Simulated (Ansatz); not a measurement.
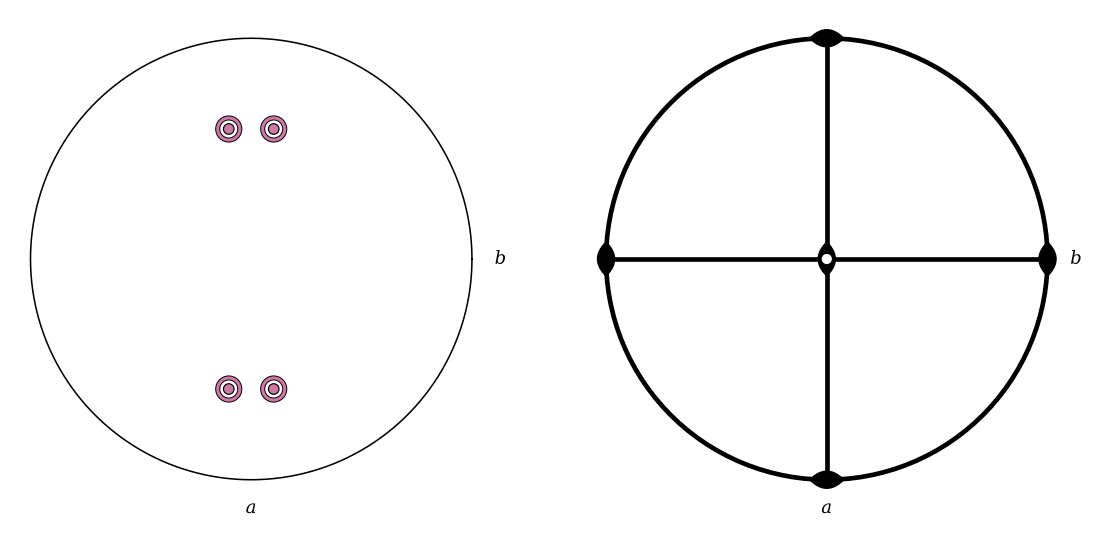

Stereographic projection: filled dots lie in the upper hemisphere, open rings in the lower; heavy lines are mirror planes (a heavy rim: a mirror in the plane of the page); lens, triangle, square and hexagon are 2-, 3-, 4- and 6-fold axes, a lens in an open square is −4, a triangle in an open hexagon −6; thin dashed diameters join the ends of axes that lie in the page; a small open circle marks inversion. The c axis points at the viewer. Left: one general form; right: the symmetry elements. Computed from the symmetry operations of a computed or model structure of composition Si, which need not be its known form.

> Name the crystal class.

mmm (D2h), order 8, orthorhombic system: three twofold axes, three mirror planes, an inversion centre.

> Which physical properties does it allow?

It is centrosymmetric, so neither piezoelectric nor pyroelectric; it is not chiral.
